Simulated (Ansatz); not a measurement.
# Cu(111)/C(111) interface (72 atoms): geometry optimisation

Wanted: the relaxed structure of Cu(111)/C(111) interface (72 atoms) and its electronic structure.

Program: Ansatz 0.2.0. Level of theory: Kohn-Sham DFT, PBEsol, PAW (set soft_2), plane waves. Results are calculated unless marked as measured.

## 1. The structure

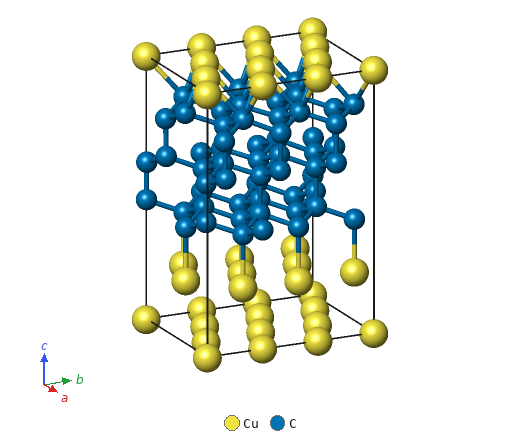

The starting structure, seen from the side, with the c axis up (copper yellow, carbon blue). Bonds to atoms that aren't drawn are left out. Some periodic images of atoms are drawn too.

The cell holds 72 atoms: 18 Cu and 54 C. Cell: a = 6.718 Å, b = 7.618 Å, c = 10.557 Å, α = 90.0°, β = 90.0°, γ = 100.9°. It derives from Cu and C. Fcc Cu(111), 2 repeat layers, 9 surface cells, strained -0.66 and -0.66 %; diamond-structure C(111), 3 layers, 9 cells, +0.67 and +0.67 %; outer planes 2.18 Å apart and 1.67 Å at the second interface of the periodic stack; not relaxed, displaced by a Gaussian of 0.02 Å. Regions: Cu, 18 atoms (18 Cu); C, 54 atoms (54 C).

Limits known from the start: The host structure and its lattice constant were typed by rule, without a check against the phase diagram.

## 2. Single point at the start

A single point comes first, to see the forces before anything moves.

Contents of input.yaml:

```yaml
crystal:
  lattice:
    - [6.7181, 0.0, 0.0]
    - [-1.43961, 7.48043, 0.0]
    - [0.0, 0.0, 10.55683]
  atoms:
    - { symbol: Cu, position: [0.67432, 0.77999, 0.99993] }
    - { symbol: Cu, position: [0.44531, 0.40971, 0.19695] }
    - { symbol: Cu, position: [0.65819, 0.44474, 0.00103] }
    - { symbol: Cu, position: [0.44365, 0.07353, 0.20149] }
    - { symbol: Cu, position: [0.67106, 0.11181, 0.9971] }
    - { symbol: Cu, position: [0.44464, 0.74207, 0.2019] }
    - { symbol: Cu, position: [0.33574, 0.8885, 0.9977] }
    - { symbol: Cu, position: [0.11561, 0.51766, 0.19564] }
    - { symbol: Cu, position: [0.33324, 0.55858, 0.00138] }
    - { symbol: Cu, position: [0.10512, 0.18329, 0.20229] }
    - { symbol: Cu, position: [0.33885, 0.22555, 0.9973] }
    - { symbol: Cu, position: [0.10736, 0.85396, 0.20296] }
    - { symbol: Cu, position: [0.00283, 0.66232, 0.99852] }
    - { symbol: Cu, position: [0.77897, 0.2934, 0.20306] }
    - { symbol: Cu, position: [0.99784, 0.33193, 0.99921] }
    - { symbol: Cu, position: [0.78033, 0.96329, 0.20081] }
    - { symbol: Cu, position: [0.00074, 0.99843, 0.99673] }
    - { symbol: Cu, position: [0.77907, 0.62885, 0.19745] }
    - { symbol: C, position: [0.66765, 0.4355, 0.45702] }
    - { symbol: C, position: [0.79189, 0.62259, 0.40625] }
    - { symbol: C, position: [0.56776, 0.59028, 0.65072] }
    - { symbol: C, position: [0.67327, 0.43947, 0.60128] }
    - { symbol: C, position: [0.78977, 0.63044, 0.84263] }
    - { symbol: C, position: [0.5648, 0.59098, 0.79322] }
    - { symbol: C, position: [0.67468, 0.77303, 0.45308] }
    - { symbol: C, position: [0.78768, 0.95994, 0.40396] }
    - { symbol: C, position: [0.56609, 0.92246, 0.65028] }
    - { symbol: C, position: [0.67195, 0.76935, 0.60219] }
    - { symbol: C, position: [0.78928, 0.9566, 0.84064] }
    - { symbol: C, position: [0.56276, 0.92131, 0.79519] }
    - { symbol: C, position: [0.34152, 0.55435, 0.45142] }
    - { symbol: C, position: [0.45473, 0.7365, 0.40422] }
    - { symbol: C, position: [0.23231, 0.7009, 0.65058] }
    - { symbol: C, position: [0.34514, 0.54615, 0.60217] }
    - { symbol: C, position: [0.45008, 0.74226, 0.84272] }
    - { symbol: C, position: [0.23089, 0.70121, 0.79388] }
    - { symbol: C, position: [0.00585, 0.32982, 0.45316] }
    - { symbol: C, position: [0.12056, 0.51582, 0.40414] }
    - { symbol: C, position: [0.89381, 0.47561, 0.64902] }
    - { symbol: C, position: [0.00688, 0.32634, 0.60077] }
    - { symbol: C, position: [0.11888, 0.51586, 0.84132] }
    - { symbol: C, position: [0.89641, 0.47853, 0.7917] }
    - { symbol: C, position: [0.6758, 0.1099, 0.4537] }
    - { symbol: C, position: [0.79025, 0.29076, 0.40765] }
    - { symbol: C, position: [0.55965, 0.2555, 0.6473] }
    - { symbol: C, position: [0.67494, 0.11081, 0.60161] }
    - { symbol: C, position: [0.78623, 0.2937, 0.84522] }
    - { symbol: C, position: [0.56525, 0.26125, 0.79067] }
    - { symbol: C, position: [0.34879, 0.88554, 0.45317] }
    - { symbol: C, position: [0.45448, 0.06958, 0.40643] }
    - { symbol: C, position: [0.23609, 0.03203, 0.64816] }
    - { symbol: C, position: [0.33877, 0.88531, 0.5987] }
    - { symbol: C, position: [0.4534, 0.06631, 0.84042] }
    - { symbol: C, position: [0.23326, 0.02932, 0.79136] }
    - { symbol: C, position: [0.00707, 0.66227, 0.45445] }
    - { symbol: C, position: [0.11724, 0.84399, 0.40298] }
    - { symbol: C, position: [0.8989, 0.80999, 0.64778] }
    - { symbol: C, position: [0.01085, 0.66398, 0.59827] }
    - { symbol: C, position: [0.12249, 0.85129, 0.83794] }
    - { symbol: C, position: [0.8984, 0.8106, 0.7969] }
    - { symbol: C, position: [0.34494, 0.21706, 0.45483] }
    - { symbol: C, position: [0.45754, 0.40209, 0.40581] }
    - { symbol: C, position: [0.22756, 0.36951, 0.64492] }
    - { symbol: C, position: [0.34052, 0.21657, 0.59819] }
    - { symbol: C, position: [0.45414, 0.40179, 0.83776] }
    - { symbol: C, position: [0.23259, 0.36579, 0.78828] }
    - { symbol: C, position: [0.01046, 0.99648, 0.45424] }
    - { symbol: C, position: [0.11992, 0.1819, 0.40525] }
    - { symbol: C, position: [0.90249, 0.14511, 0.64854] }
    - { symbol: C, position: [0.01444, 0.99664, 0.5973] }
    - { symbol: C, position: [0.12203, 0.18113, 0.84461] }
    - { symbol: C, position: [0.8976, 0.13881, 0.79064] }
kpoints:
  mp_grid: { grid: [2, 2, 1] }
hamiltonian:
  xc: pbesol
scf:
  occupations: { method: fermi_dirac, width: 0.025 }
output:
  forces: true
  stress: true
  populations: true
  dos:
    method: { smearing: { sigma: 0.15 } }
    de: 0.1
    projected:
      site_lists:
        C: [18, 19, 20, 21, 22, 23, 24, 25, 26, 27, 28, 29, 30, 31, 32, 33, 34, 35, 36, 37, 38, 39, 40, 41, 42, 43, 44, 45, 46, 47, 48, 49, 50, 51, 52, 53, 54, 55, 56, 57, 58, 59, 60, 61, 62, 63, 64, 65, 66, 67, 68, 69, 70, 71]
        Cu: [0, 1, 2, 3, 4, 5, 6, 7, 8, 9, 10, 11, 12, 13, 14, 15, 16, 17]
  eigenvalues: true
```

Run with:

```bash
ansatz run input.yaml --threads 4 --pin off --max-ram 8192MiB --backend cpu --events-out ev --progress --plain --runs-dir out
```

Numbers of over 12 decimals in the logs are rounded to 6 here.

Output:

```text
Engine: ansatz 0.2.0, aarch64-unknown-linux-gnu
Pseudopotentials: kind: paw
Pseudopotential: Cu, paw, valence charge 19, recommended cutoff 420 eV (normal), Cu.paw.azcp
Pseudopotential: C, paw, valence charge 4, recommended cutoff 420 eV (normal), C.paw.azcp
[... 3 lines on functional and potentials left out ...]
Crystal: 72 atoms, lattice volume = 530.526 Å³
Basis set: ecut = 420 eV, 10357 PW (Γ), exchange–correlation on 90×108×144 points (8 copies of the dense FFT grid, shifted against one another)
Bands: 351, of which v1, the nominal top of the filled ones, is band 279 counted from 1 (278 counted from 0)
Symmetry: 1 space group operations
Space group: P1 (ITA 1), of the structure as read, at distance tolerance 8.1e-5 Å
k-points: 4
[... 7 lines on functional and potentials left out ...]
Initial density: superposition of atomic densities (neutral atoms: chi_scale 0, normalization atom), corrected by the library's trained network
Initial wavefunctions: pseudopotential atomic-orbital guess
Functional: x = pbesol(κ = 0.804, μ = 0.123457), c = pbesol(β = 0.046)
SCF iter   1: F=—  HF=-131890.631748 eV  |F-HF|=—  |Δ(HF+E_count)|=         —  Δρ=2.54e-2  dr2=5.91e0  ethr=1.77e-3  ⟨swp⟩=6.0  Hψ=5419  notcnv=0  defer=100
preconditioner: auto → Kerker (q_TF=auto, 2.751 Å⁻¹)  [metal: Δε(μ)=0.139 eV  Ē_g=12.235 eV  σ=0.025 eV  W_gap=0.50  n_scr=178 (ndim 8)  ℏωp=32.8 eV  f_vac=0.000  D(μ)=12.97/eV (n_scr^D=84)]
SCF iter   2: F=—  HF=-131890.233207 eV  |F-HF|=—  |Δ(HF+E_count)|=   3.99e-1  Δρ=7.39e-3  dr2=2.09e0  ethr=1.06e-3  ⟨swp⟩=2.0  Hψ=1653  notcnv=0  defer=238
SCF iter   3: F=—  HF=-131890.118704 eV  |F-HF|=—  |Δ(HF+E_count)|=   1.15e-1  Δρ=5.17e-3  dr2=1.25e0  ethr=3.75e-4  ⟨swp⟩=2.0  Hψ=1199  notcnv=0  defer=242
SCF iter   4: F=—  HF=-131890.010081 eV  |F-HF|=—  |Δ(HF+E_count)|=   1.09e-1  Δρ=2.07e-3  dr2=2.36e-1  ethr=2.25e-4  ⟨swp⟩=2.0  Hψ=1215  notcnv=0  defer=242
SCF iter   5: F=—  HF=-131889.989414 eV  |F-HF|=—  |Δ(HF+E_count)|=   2.07e-2  Δρ=1.69e-3  dr2=2.25e-2  ethr=4.22e-5  ⟨swp⟩=2.0  Hψ=1650  notcnv=0  defer=244
SCF iter   6: F=—  HF=-131889.985778 eV  |F-HF|=—  |Δ(HF+E_count)|=   3.64e-3  Δρ=7.89e-4  dr2=7.49e-3  ethr=4.03e-6  ⟨swp⟩=2.0  Hψ=1779  notcnv=0  defer=244
SCF iter   7: F=—  HF=-131889.985039 eV  |F-HF|=—  |Δ(HF+E_count)|=   7.39e-4  Δρ=6.33e-4  dr2=3.10e-3  ethr=1.34e-6  ⟨swp⟩=2.0  Hψ=1658  notcnv=0  defer=244
SCF iter   8: F=—  HF=-131889.984444 eV  |F-HF|=—  |Δ(HF+E_count)|=   5.95e-4  Δρ=1.19e-4  dr2=2.90e-4  ethr=5.56e-7  ⟨swp⟩=2.0  Hψ=1703  notcnv=0  defer=244
SCF iter   9: F=—  HF=-131889.984385 eV  |F-HF|=—  |Δ(HF+E_count)|=   5.91e-5  Δρ=5.89e-5  dr2=4.85e-5  ethr=5.20e-8  ⟨swp⟩=2.0  Hψ=1854  notcnv=0  defer=244
SCF iter  10: F=—  HF=-131889.984643 eV  |F-HF|=—  |Δ(HF+E_count)|=   2.58e-4  Δρ=4.30e-5  dr2=1.58e-5  ethr=8.70e-9  ⟨swp⟩=2.0  Hψ=1857  notcnv=0  defer=244
SCF iter  11: F=—  HF=-131889.984642 eV  |F-HF|=—  |Δ(HF+E_count)|=   1.45e-6  Δρ=2.58e-5  dr2=6.27e-6  ethr=2.84e-9  ⟨swp⟩=2.0  Hψ=2055  notcnv=0  defer=244
SCF iter  12: F=—  HF=-131889.984641 eV  |F-HF|=—  |Δ(HF+E_count)|=   6.68e-7  Δρ=6.73e-6  dr2=1.71e-6  ethr=1.12e-9  ⟨swp⟩=2.0  Hψ=1599  notcnv=0  defer=244
SCF iter  13: F=—  HF=-131889.984641 eV  |F-HF|=—  |Δ(HF+E_count)|=   1.31e-7  Δρ=4.15e-6  dr2=4.89e-7  ethr=3.07e-10  ⟨swp⟩=2.0  Hψ=1299  notcnv=0  defer=244
SCF iter  14: F=-131889.984641 eV  HF=-131889.984641 eV  |F-HF|=6.69e-8  |Δ(HF+E_count)|=   5.03e-8  Δρ=1.92e-6  dr2=6.95e-8  ethr=1.79e-11  ⟨swp⟩=12.2  Hψ=7361  notcnv=0
SCF 1 converged in 14 iterations: F = -131889.984641 eV  dr2 = 6.95e-8
  greatest PAW one-centre occupation: 1.000 electrons in one spin orbital (limit 2), on the Cu atom at site 0 (counted from 0), in its partial waves of l = 0
SCF converged after 14 iterations
Free energy (F): -131889.984641 eV
Harris-Foulkes:  -131889.984641 eV  (|F-HF|=6.69e-8)
Internal energy: -131889.961569 eV  (E = F + TS)
E sigma→0 (E₀):  -131889.973105 eV
Entropy (-TS):   -0.023072 eV (-0.320 meV/atom)
Fermi energy:    14.471839 eV
--- Per-component energies (eV) ---
  E_band       = -6133.084146
  E_kinetic    = 10303.020835
  E_local      = -127403.117701  (includes V_loc(G=0)·N_el)
  E_nonlocal   = 8511.643749
  E_hartree    = 58115.107324
  E_xc         = -4194.302694
  E_vxc        = -5303.170221  (∫ρ·V_xc dr)
  E_paw        = -34428.825022  (= ΣΔE_a)
  E_vpaw       = -8471.755939  (= ΣTr[D̂ρ^β])
  E_aug_tail   = 0.005517  (compensation charges beyond the density's cutoff)
  E_ewald      = -42798.344642
  E_core_change = 4.851067  (= ΣΔE_core)
  E_smearing   = -0.023072  (= −TS)
  E_closure    = -0.000000  (closes the sum)
  Σ components = -131889.984641   (vs F -131889.984641, Δ=0.00e0)
--- Forces (eV/Å), atoms counted from 1 ---
  atom   1  Cu    -0.21011373    -0.12728514     1.33912525
  atom   2  Cu     0.05816433    -0.20800182     0.96765163
  atom   3  Cu     0.35807618     0.04853494     1.07040118
  atom   4  Cu    -0.00418642     0.08425779     0.54801786
  atom   5  Cu    -0.17176262     0.04113473     1.39917858
  atom   6  Cu     0.03672613     0.05905326     0.53871265
  atom   7  Cu    -0.06430859     0.10407376     1.47055459
  atom   8  Cu    -0.18888667     0.03869193     1.00959045
  atom   9  Cu     0.03495426    -0.05233061     0.95571485
  atom  10  Cu     0.33335146     0.15853164     0.57502560
  atom  11  Cu    -0.28391618    -0.16692459     1.26477372
  atom  12  Cu     0.18671914    -0.17093859     0.45528571
  atom  13  Cu    -0.11628036     0.05962642     1.32475226
  atom  14  Cu    -0.15596453     0.19693445     0.56042031
[...]
atom  71  C      0.01726901    -0.30112872    -2.39685031
  atom  72  C      0.18077583     1.41492848     2.39282692
  max |Σ_I F_I| component: 7.32e-4 eV/Å
--- Stress (GPa, compression-positive) ---
       -8.528118       0.077090       0.290171
        0.077089      -7.692085      -0.725310
        0.290172      -0.725308      -0.952331
  P = ⅓ Tr σ = -5.7242 GPa (-57.242 kbar)
--- Band table (eV) ---
  k-point 0: bands = ["-98.3273", "-98.3132", "-98.2844", "-98.2811", [... 335 levels ...], "23.0284", "23.0406", "23.2066", "23.2617", "23.2631", "23.3391", "23.4104", "23.4969", "23.5344", "23.6252", "23.6420", "23.7828"]
[...]
--- Löwdin populations: 72 sites ---
  site symbol       q [e]
     0     Cu     18.5367
     1     Cu     18.7154
     2     Cu     18.5415
[...]
71      C      3.9802
  spilling = 0.005496 (of n_electrons = 558.000000)
```

The job ended after 38 s (4 threads of Arm Neoverse V2, shared host; peak memory 3.4 GiB).

The column dr2 measures how far the density is from self-consistency, as an energy; F and HF (Harris–Foulkes) agree once it is small.

Read from the output:

- free energy: -131889.9846 eV
- free energy per atom: -1831.8053 eV/atom
- SCF cycles: 14
- pressure: -5.724 GPa
- r.m.s. force component: 1.091 eV/Å
- longest force: 4.361 eV/Å
- Fermi energy: 14.47 eV
- levels partly filled by over 2 per cent: 3
- spilling of the projection: 0.005496

The r.m.s. force component of 1.1 eV/Å and the pressure of -5.7 GPa set the starting point.

Length of the force by element:

```csv
element,coordination,atoms,mean length of the force (eV/Å),spread,least,most
C,all,54,1.96,0.743,0.649,4.36
Cu,all,18,1.01,0.334,0.521,1.51
```

## 3. Relaxation

With the cell held, the atoms are moved downhill towards a nearby minimum.

input.yaml, the sections that differ from step 2:

```yaml
output:
  forces: true
relax:
  f_tol: 0.03
  max_steps: 200
# crystal, kpoints, hamiltonian, scf: as in step 2
```

Output:

```text
[...]
Crystal: 72 atoms, lattice volume = 530.526 Å³
Basis set: ecut = 420 eV, 10357 PW (Γ), exchange–correlation on 90×108×144 points (8 copies of the dense FFT grid, shifted against one another)
Bands: 351, of which v1, the nominal top of the filled ones, is band 279 counted from 1 (278 counted from 0)
Symmetry: 1 space group operations
[...]
k-points: 4
[...]
SCF iter   1: F=—  HF=-131890.631748 eV  |F-HF|=—  |Δ(HF+E_count)|=         —  Δρ=2.54e-2  dr2=5.91e0  ethr=1.77e-3  ⟨swp⟩=6.0  Hψ=5419  notcnv=0  defer=100
[...]
SCF iter  10: F=-131889.984625 eV  HF=-131889.984643 eV  |F-HF|=1.79e-5  |Δ(HF+E_count)|=   9.16e-6  Δρ=4.29e-5  dr2=1.58e-5  ethr=4.03e-9  ⟨swp⟩=4.0  Hψ=4165  notcnv=0
SCF 1 converged in 10 iterations: F = -131889.984625 eV  dr2 = 1.58e-5
[...]
relax step   1: F+E_penalty+E_count = -131889.98462520 eV  Δ(F+E_penalty+E_count) = +0.000e0 eV  max|allowed force component| = 3.368e0 eV/Å  Δτ_max = 0.0000 Å  (10 SCF iters, dr2 threshold 2.25e-5 eV, accepted)
[...]
relax step   2: F+E_penalty+E_count = -131892.99801250 eV  Δ(F+E_penalty+E_count) = -3.013e0 eV  max|allowed force component| = 1.801e0 eV/Å  Δτ_max = 0.0925 Å  (6 SCF iters, dr2 threshold 1.00e-4 eV, accepted)
[...]
relax step   3: F+E_penalty+E_count = -131894.83113320 eV  Δ(F+E_penalty+E_count) = -1.833e0 eV  max|allowed force component| = 3.808e-1 eV/Å  Δτ_max = 0.2000 Å  (7 SCF iters, dr2 threshold 1.00e-4 eV, accepted)
relax step   4: F+E_penalty+E_count = -131895.36432310 eV  Δ(F+E_penalty+E_count) = -5.332e-1 eV  max|allowed force component| = 3.599e-1 eV/Å  Δτ_max = 0.2000 Å  (8 SCF iters, dr2 threshold 9.06e-6 eV, accepted)
relax step   5: F+E_penalty+E_count = -131895.82153517 eV  Δ(F+E_penalty+E_count) = -4.572e-1 eV  max|allowed force component| = 3.101e-1 eV/Å  Δτ_max = 0.1953 Å  (8 SCF iters, dr2 threshold 8.10e-6 eV, accepted)
relax step   6: F+E_penalty+E_count = -131895.97252734 eV  Δ(F+E_penalty+E_count) = -1.510e-1 eV  max|allowed force component| = 1.130e-1 eV/Å  Δτ_max = 0.2000 Å  (7 SCF iters, dr2 threshold 7.14e-5 eV, accepted)
relax step   7: F+E_penalty+E_count = -131896.01653492 eV  Δ(F+E_penalty+E_count) = -4.401e-2 eV  max|allowed force component| = 1.981e-2 eV/Å  Δτ_max = 0.1076 Å  (8 SCF iters, dr2 threshold 1.69e-6 eV, accepted)
relax step   8: F+E_penalty+E_count = -131896.01653513 eV  Δ(F+E_penalty+E_count) = -2.165e-7 eV  max|allowed force component| = 1.983e-2 eV/Å  Δτ_max = 0.0000 Å  (6 SCF iters, accepted)
relax step   9: F+E_penalty+E_count = -131896.02248184 eV  Δ(F+E_penalty+E_count) = -5.947e-3 eV  max|allowed force component| = 6.536e-2 eV/Å  Δτ_max = 0.0636 Å  (9 SCF iters, accepted)
relax step  10: F+E_penalty+E_count = -131896.02411678 eV  Δ(F+E_penalty+E_count) = -1.635e-3 eV  max|allowed force component| = 2.912e-2 eV/Å  Δτ_max = 0.0202 Å  (6 SCF iters, dr2 threshold 4.27e-6 eV, accepted)
[...]
relax step  11: F+E_penalty+E_count = -131896.02411727 eV  Δ(F+E_penalty+E_count) = -4.864e-7 eV  max|allowed force component| = 2.921e-2 eV/Å  Δτ_max = 0.0000 Å  (6 SCF iters, accepted)
SCF converged after 6 iterations
Free energy (F): -131896.024117 eV
[...]
Internal energy: -131896.024117 eV  (E = F + TS)
E sigma→0 (E₀):  -131896.024117 eV
Entropy (-TS):   -0.000001 eV (-0.000 meV/atom)
Fermi energy:    14.670557 eV
[...]
--- Forces (eV/Å), atoms counted from 1 ---
  atom   1  Cu     0.00574342    -0.00186735    -0.02422453
  atom   2  Cu    -0.00089998    -0.00078984     0.02811303
  atom   3  Cu     0.00279607    -0.00309720    -0.02264108
  atom   4  Cu    -0.00189874    -0.00217129     0.02821345
  atom   5  Cu     0.00310708    -0.00362052    -0.02546257
  atom   6  Cu    -0.00092696    -0.00265362     0.02774832
  atom   7  Cu     0.00335981    -0.00337182    -0.02602745
  atom   8  Cu    -0.00038984    -0.00187689     0.02639242
  atom   9  Cu     0.00336641    -0.00348937    -0.02372835
  atom  10  Cu    -0.00296280    -0.00201887     0.02921219
  atom  11  Cu     0.00443574    -0.00234153    -0.02577090
  atom  12  Cu    -0.00261563    -0.00082444     0.02905806
  atom  13  Cu     0.00431828    -0.00353720    -0.02394218
  atom  14  Cu    -0.00059403    -0.00272996     0.02904874
[...]
atom  71  C     -0.00890349     0.01726346     0.00908488
  atom  72  C      0.00960299    -0.01022809     0.01740293
  max |Σ_I F_I| component: 1.03e-5 eV/Å
--- Relaxed structure (11 steps of the walk, 11 accepted, 0 SCFs on fresh bases) ---
  F+E_penalty+E_count = -131896.02411727 eV   max|allowed force component| = 2.921e-2 eV/Å
  atoms:
    - { symbol: Cu, position: [0.581037, 0.820111, 1.019121] }
    - { symbol: Cu, position: [0.378468, 0.452530, 0.215876] }
    - { symbol: Cu, position: [0.581104, 0.486812, 0.019084] }
    - { symbol: Cu, position: [0.378521, 0.119216, 0.215876] }
[...]
- { symbol: C, position: [0.925559, 0.129933, 0.795550] }
```

Elapsed: 2.8 min, on 4 threads; peak memory 3.5 GiB; 11 min of CPU time.

Step by step:

```csv
step,energy less that of the first step (eV),largest force component (eV/Å)
1,0.0000,3.3681
2,-3.0134,1.8007
3,-4.8465,0.3808
4,-5.3797,0.3599
5,-5.8369,0.3101
6,-5.9879,0.1130
7,-6.0319,0.0198
8,-6.0319,0.0198
9,-6.0379,0.0654
10,-6.0395,0.0291
11,-6.0395,0.0292
```

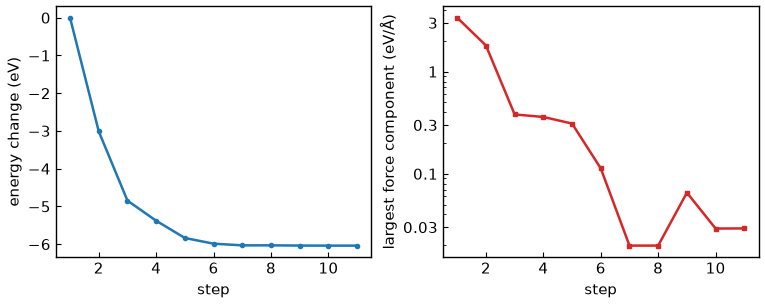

Energy and largest force along the relaxation.

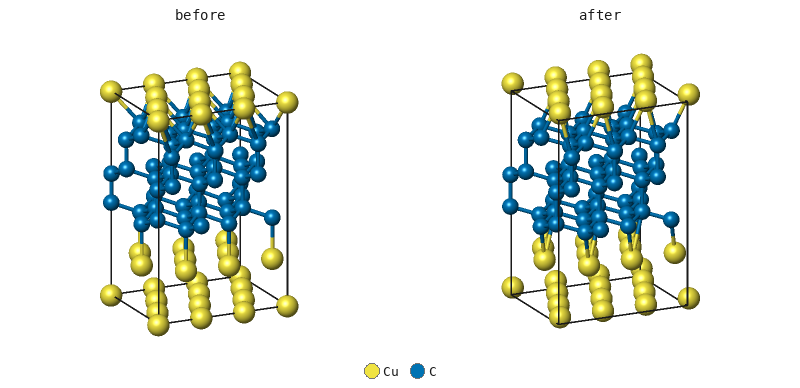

Before and after, at one scale. Bonds to atoms that aren't drawn are left out.

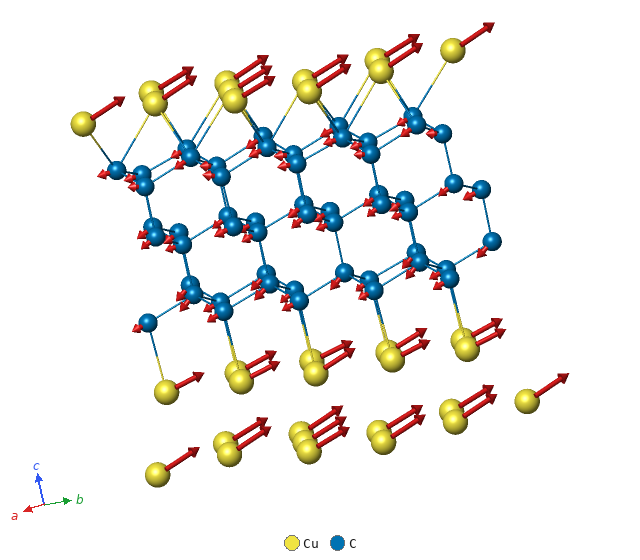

Displacements in the relaxation, exaggerated; the longest in the cell stands for 0.78 Å. Drawn is a slice 4 Å thick, seen at a slant to the bc plane, with neighbouring cells across it. Bonds to atoms that aren't drawn are left out.

The atoms that moved most (Å):

```csv
atom,dx,dy,dz,length
Cu13,-0.661,0.350,0.217,0.779
Cu1,-0.684,0.300,0.203,0.774
Cu5,-0.664,0.312,0.232,0.770
Cu11,-0.668,0.292,0.230,0.765
Cu7,-0.652,0.320,0.226,0.761
Cu17,-0.643,0.329,0.236,0.760
Cu15,-0.623,0.327,0.210,0.735
Cu9,-0.631,0.294,0.187,0.721
```

The relaxation changed the energy by -83.9 meV/atom, and atoms moved by 0.40 Å r.m.s., 0.78 Å at most.

(Part 1 of 2 ends here.)

[Logs are printed without paths, hosts, clocks, repeated set-up lines and the standing remarks that a program may print on its own settings, such as how far it seeks lower states.]

[Hosts, paths, dates, database ids (printed as entryN), source tags and the programs' standing remarks are cut or masked in the printed files.]
